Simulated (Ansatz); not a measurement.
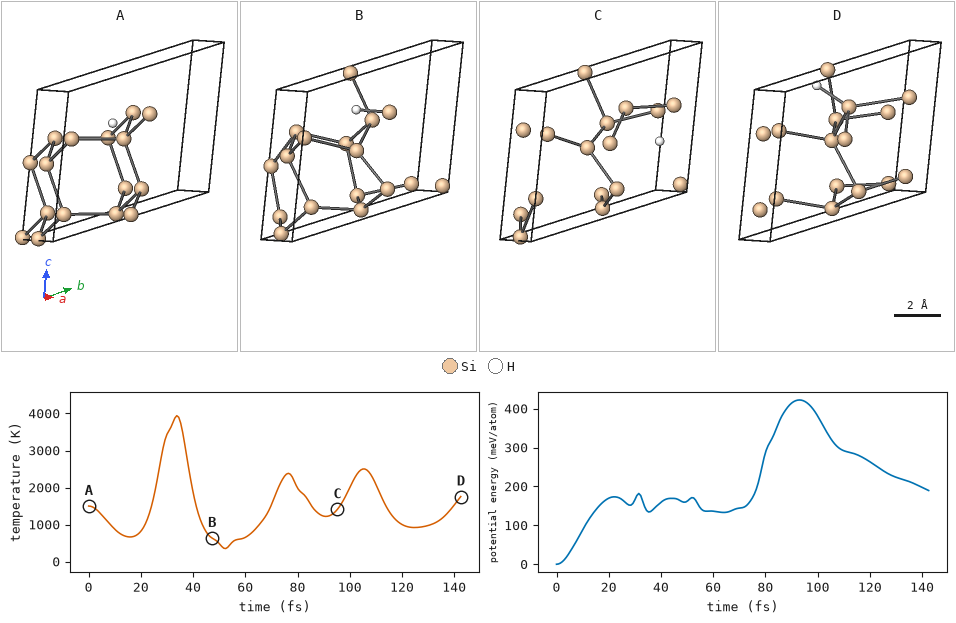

First-principles dynamics of Si with an interstitial H (17 atoms in the cell), 142 fs long. Frames (A at 0 fs, B at 47 fs, C at 95 fs, D at 142 fs) and the history of the run. A ball-and-stick model of the reduced simulation cell, seen from a free direction. Atoms that leave the cell re-enter on the other side. Bonds to atoms that aren't drawn are left out. Lengths and directions refer to the drawn axes.

All numbers below come from DFT PBE-D3(BJ), scalar-relativistic, plane waves, PAW in Ansatz 0.2.0. Settings: plane-wave cutoff 420 eV; k-point mesh 2 × 2 × 2; Fermi-Dirac smearing 0.02 eV; spin collinear; Nosé-Hoover thermostat (NVT); set temperature 1500 K; time step 0.75 fs; thermostat time 10.0 fs.

What do the frames and curves show?

Answer. In the second half of the run the atoms are, in the root-mean-square, this far from where they began (common drift taken out): H 5.11 Å, Si 0.60 Å. Against the typical shortest distance between atoms in the first frame, about 2.3 Å these are large excursions, but over 142 fs one can't yet tell strong vibration from the start of diffusion. 1 of the 17 free atoms end more than three quarters of that spacing from the start. Bond changes: 2 H–Si bonds break between 18 fs and 142 fs; 2 H–Si contacts open and close in turn; one Si–Si bond breaks at about 40 fs; 2 H–Si bonds form between 105 fs and 142 fs; one Si–Si bond forms at about 112 fs. The mean temperature in the second half is 1579 K (standard deviation 497 K). The potential energy in the second half lies on average 286 meV per atom above the first frame. The thermostat's time constant is so short that it disturbs the motion.

Limits of the set-up: the k-point mesh is coarse for a cell with partly filled bands; the periodic images lie only 7.7 Å apart, so the values are limited by the cell's size.
